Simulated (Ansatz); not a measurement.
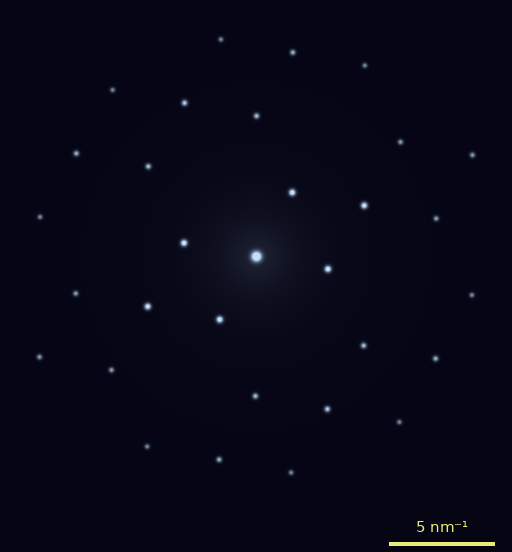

Simulated selected-area electron diffraction pattern (80 kV, kinematic approximation, thin crystal, B = 0.3 Å² for all atoms).

It belongs to Ni, space group Fd-3m (No. 227), a = 4.936 Å. Structure: the input geometry of an electronic-structure calculation (not necessarily at equilibrium); the starting structure was generated, so it need not be a known form of this composition.

Which low-index zone axis gives this pattern?

The spots form a centred rectangular net with both shortest vectors at d = 2.85 Å, 70.5° apart. They index as -1 1 -1 and -1 1 1, so the zone axis is [110] (or an equivalent direction of <110>).

Which reflections of this zone are missing, and why?

The lattice centring (F) removes all reflections that break h + k = 2n, h + l = 2n; a screw axis and a glide plane both extinguish reflections such as 0 0 2, 0 0 6; reflections such as 2 -2 -2, 2 -2 2, 4 -4 -2 are allowed by the space group but vanish because the atoms sit on special positions. In a thicker crystal double diffraction can put intensity into those places emptied by glide planes or screw axes that lie on the net of the visible spots, but never into those emptied by centring.
